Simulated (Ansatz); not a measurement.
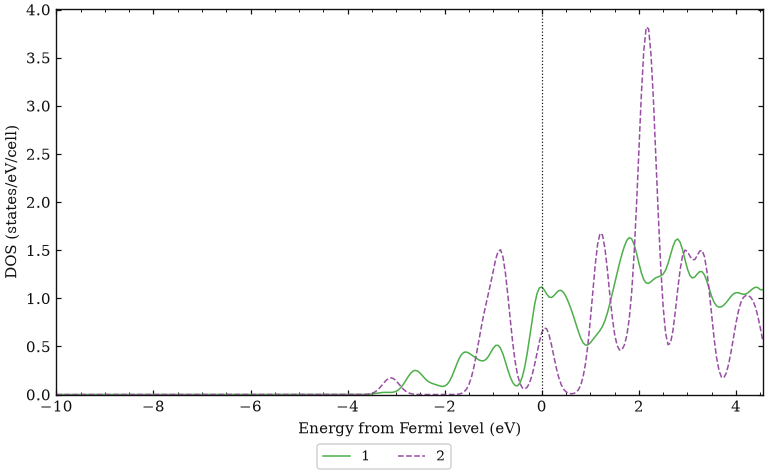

Densities of states of two runs on K, space group I4/mmm, 1 atom in the cell, each from its own Fermi level, built from the levels of each run's k mesh with Gaussians 0.4 eV wide, which blur the band edges.

Base run: DFT with r2SCAN, PAW plane waves, no spin polarisation, 6×6×6 k mesh, 500 eV cutoff, Fermi-Dirac smearing of 0.035 eV (Ansatz).

The second run changes scf.mixing.algorithm from the default to broyden, scf.mixing.beta from the default to 0.3, scf.mixing.ndim from the default to 16 and kpoints.mp_grid.grid from [6, 6, 6] to [3, 3, 3].

### Which curve is the changed run?

Curve 2. Both runs have no gap on their mesh. The coarser mesh has fewer levels, so its curve breaks up into taller, sparser peaks. The free energy falls by 148 meV an atom. The changed setting is too loose to trust, so the base run is the one to use.

On the base run: The structure was built from a prototype or by substitution, so it need not be a known phase.
